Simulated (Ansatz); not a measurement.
SnO2

Input

```
crystal:
  lattice:
    - [1.6170930752, 0.9336291223, 4.800592584]
    - [-1.6170930752, 0.9336291223, 4.800592584]
    - [0.0, -1.8672582446, 4.800592584]
  atoms:
    - { symbol: Sn, position: [0.4732227719, 0.4732227719, 0.5535544563] }
    - { symbol: O, position: [0.23717, 0.23717, 0.23717] }
    - { symbol: O, position: [0.76283, 0.76283, 0.76283] }
basis:
  ecutwfc: 420
kpoints:
  mp_grid: { grid: [12, 12, 12] }
hamiltonian:
  xc: lda
scf:
  occupations: { method: gaussian, width: 0.05 }
output:
  forces: true
  stress: true
  eigenvalues: true
  write_density: true
  write_potential: true
  elf: true
  volumetric_format: npy
```

Command:

```sh
ansatz run input.yaml --threads 1 --pin off --max-ram 2560MiB --backend cpu --events-out ev --progress --plain --runs-dir out
```

Below, planes, directions and counts refer to the conventional cell (a = 5.60 Å, b = 3.23 Å, c = 5.15 Å, α = 90.00°, β = 111.25°, γ = 90.00°).

Space group Cm; a structure from a database of computed crystals, not necessarily the ambient phase; changed on purpose from its base cell (atom 1 (Sn) moved by (-0.150, +0.000) A along y and z); not relaxed (largest force 1.9 eV/Å); computed pressure about −7 GPa in this cell.

Computed with DFT LDA, scalar-relativistic, plane waves, PAW in Ansatz 0.2.0.

In a PAW calculation such maps are meaningful between the atoms, not at the nuclei.

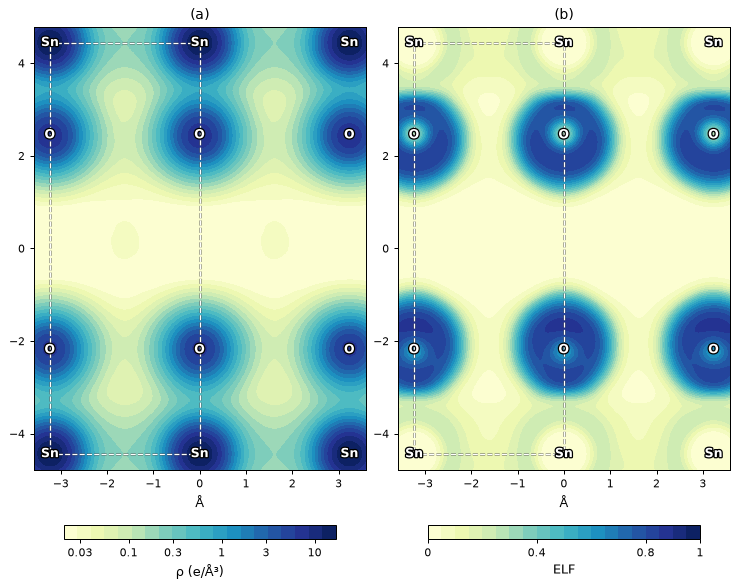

Figure 1. (a) valence charge density (pseudo); (b) electron localisation function on the (101) plane of the conventional cell.

Q: What do the fields say about this system?

A:
- Atoms in the plane: Sn and O.
- Sn–O (1.99 Å): the density is about 0.79 e/Å³ at the midpoint; the ELF peaks at about 0.80 in the valence shell of O, 0.6 Å from its nucleus, and is about 0.30 at the midpoint; no shared electron pair shows on this line.
- Sn–O (2.26 Å): ρ is about 0.47 e/Å³ halfway; the ELF peaks at about 0.80 in the valence shell of O, 0.6 Å from its nucleus, and is about 0.25 at the midpoint; no shared electron pair shows on this line.
- Between the atoms the lowest density in this plane is 0.007 e/Å³.
- The ELF also peaks beside O, away from the bonds: lone-pair regions.

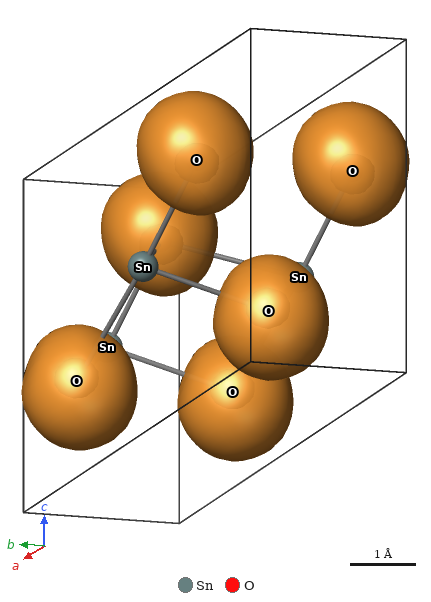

Figure 2. Isosurface of the electron localisation function at 0.65 (orange), seen at an oblique angle. Only the valence region is drawn (cores and ρ < 0.01 e/Å³ removed). Sticks mark near contacts.

Q: What do the ELF domains correspond to?

A: The ELF exceeds this value in four regions wrapped around O (the valence shell of each), counted in one cell of 6 atoms. Regions shared between cells count once. Profiles from the grid: Sn–O (2.06 Å): the ELF peaks at about 0.80 in the valence shell of O, 0.6 Å from its nucleus, and is about 0.25 at the midpoint (no shared electron pair shows on this line).

Q: Metal or insulator at this level of theory?

A: It is gapped, with a Kohn–Sham gap of 1.8 eV on the k-point mesh, an upper bound to the gap of this method.
